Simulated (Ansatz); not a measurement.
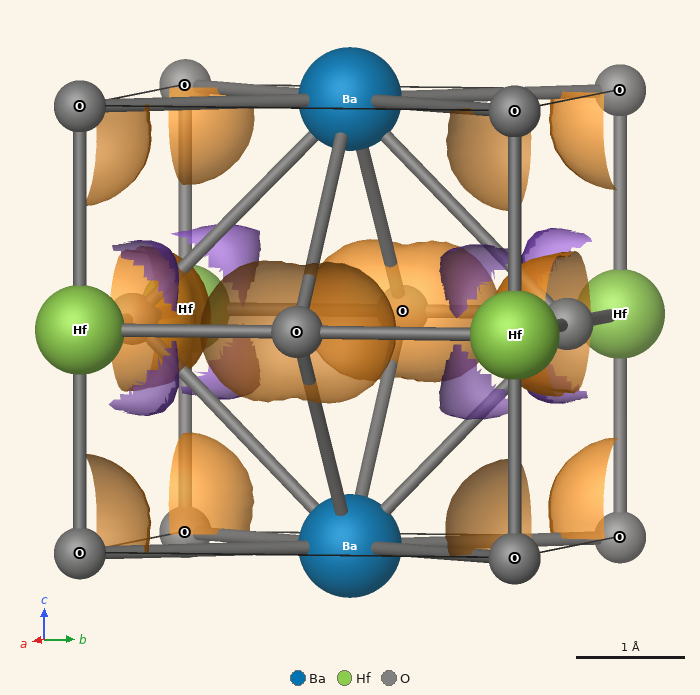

Figure 1: BaHfO₃. Bonding charge density, ρ(crystal) − Σ ρ(neutral atoms): orange surfaces at +0.1 and purple ones at −0.1 e/Å³, in the conventional cell seen at an oblique angle (the regions close to the nuclei are left out). Cores are masked to 1.0 Å (Ba), 1.0 Å (Hf) and 0.6 Å (O).

Space group P4mm; the calculation finds a residual pressure of about 4 GPa at this fixed cell. The cell comes from a database of computed structures, not from a measurement.

Computed with Ansatz 0.2.0, DFT PBE, scalar-relativistic, plane waves, PAW.

In a PAW calculation such maps are meaningful between the atoms, not at the nuclei.

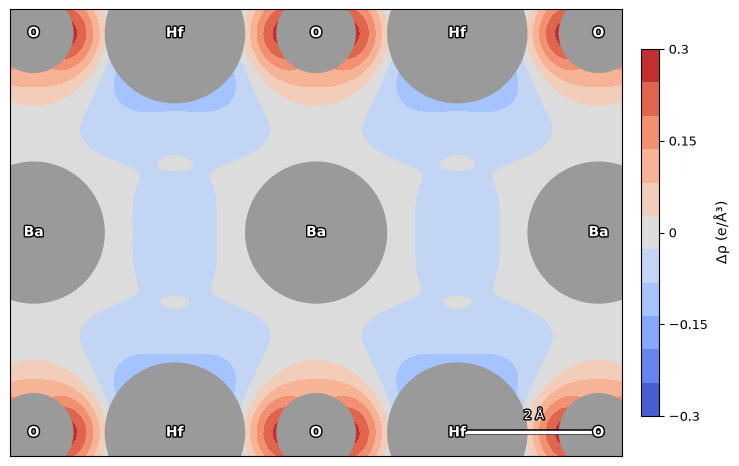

Second picture: a map on the (011) plane of the conventional cell, with grey discs over the atomic cores.

**Where does charge go when the atoms form this crystal?**

Hf–O (2.08 Å): Δρ is +0.04 e/Å³ at the midpoint (close to a masked core, so read it with care). Ba–O (2.94 Å): Δρ is −0.006 e/Å³ at the midpoint, so little or no bond charge builds up halfway. Over the whole cell, outside the masked cores, the largest gain lies at the edge of the masked core of O, and the largest loss lies at the edge of the masked core of Hf. In all about 0.28 e an atom is rearranged against the free atoms. Bader charges: Ba +1.53, Hf +2.59 and O −1.37 e.

**Metal or insulator at this level?**

It is gapped, with a Kohn–Sham gap of 3.7 eV on the k-point mesh.
